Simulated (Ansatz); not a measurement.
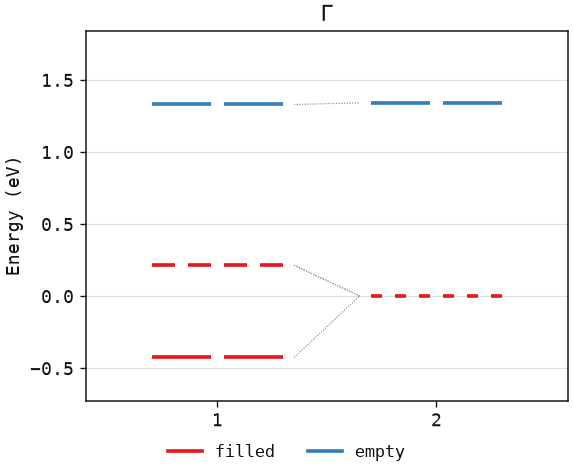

Levels at Γ, each bar one state with spin counted. Zero is the valence top without spin-orbit coupling, and the two sets are aligned on the mean of the six top valence states at Γ.

System: zincblende AgI, space group F-43m, 2 atoms in the primitive cell, relaxed with r2SCAN; cubic a = 6.577 Å. Run without spin-orbit coupling: PBE, Ansatz PAW set, 6×6×6 k mesh, 420 eV cutoff, Fermi-Dirac smearing of 0.02 eV (Ansatz). Run with it: PBE, Ansatz PAW set, 6×6×6 k mesh, 420 eV cutoff, fixed occupations (Ansatz 0.2.0). Neither carries moments.

> Which column includes spin-orbit coupling?

Column 1: it splits levels that are degenerate in column 2.

> How does spin-orbit coupling split the valence top at Γ?

The threefold valence top at Γ (six states with spin) splits into a fourfold level on top and a twofold one 0.64 eV below it, the split-off level.

> What happens to the direct gaps?

The vertical gap goes from 1.34 to 1.12 eV at Γ. A third of the splitting is 0.21 eV, which accounts for the change at Γ: the fourfold level rises by about that much.

> And the smallest gap over all k points computed?

It narrows from 1.34 eV (valence top at Γ, conduction bottom at Γ) to 1.12 eV.

LDA, GGA and most meta-GGA functionals understate gaps.
